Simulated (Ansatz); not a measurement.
System: Ti₂₄HO₄₈ (cell charge +1, with a compensating background) (cell with a defect).

Ti₂₄HO₄₈ (cell charge +1, with a compensating background) (cell with a defect), 73 atoms, a = 9.29 Å, b = 9.29 Å, c = 11.05 Å, α = 114.84°, β = 114.84°, γ = 90.00°.

Computed without spin polarisation.

Computed with Ansatz 0.2.0, DFT PBE, scalar-relativistic, plane waves, PAW.

What can the converged valence pseudo-density and electron localisation function tell about the bonding?

Answer. O–H (0.99 Å): the density is about 3.7 e/Å³ at the midpoint; the ELF climbs to about 1 towards the hydrogen, as it does in any bond to H: a covalent bond by its length.
Ti–O (1.89 Å): ρ at the midpoint is about 0.83 e/Å³; the ELF peaks at about 0.80 in the valence shell of O, 0.6 Å from its nucleus, and is about 0.25 at the midpoint: no shared electron pair shows on this line.
Ti–O (1.99 Å): the density is about 0.64 e/Å³ at the midpoint; the ELF peaks at about 0.85 in the valence shell of O, 0.6 Å from its nucleus, and is about 0.20 at the midpoint; no localised pair shows between them.

Does the calculation give a band gap?

Answer. It is gapped, with a Kohn–Sham gap of 2.0 eV on the k-point mesh, an upper bound to the gap of this method.

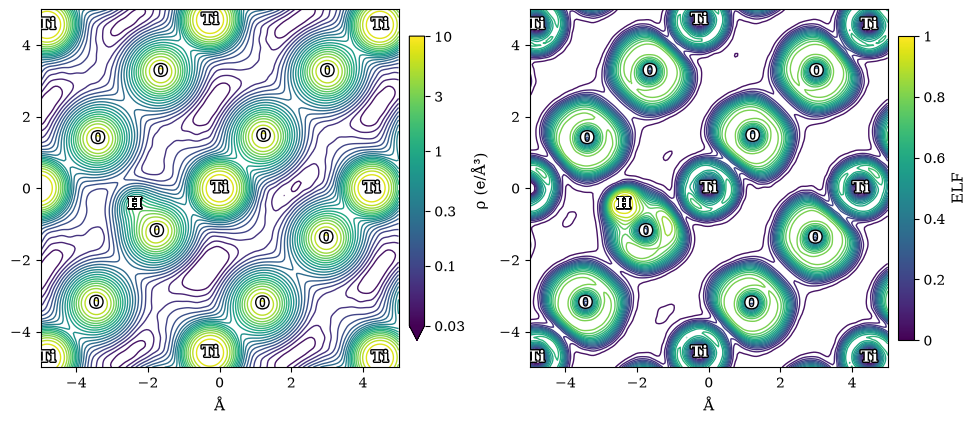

Computed valence pseudo-density and electron localisation function on the (001) plane of the calculation cell, in this order. 

In a PAW calculation such maps are meaningful between the atoms, not at the nuclei.
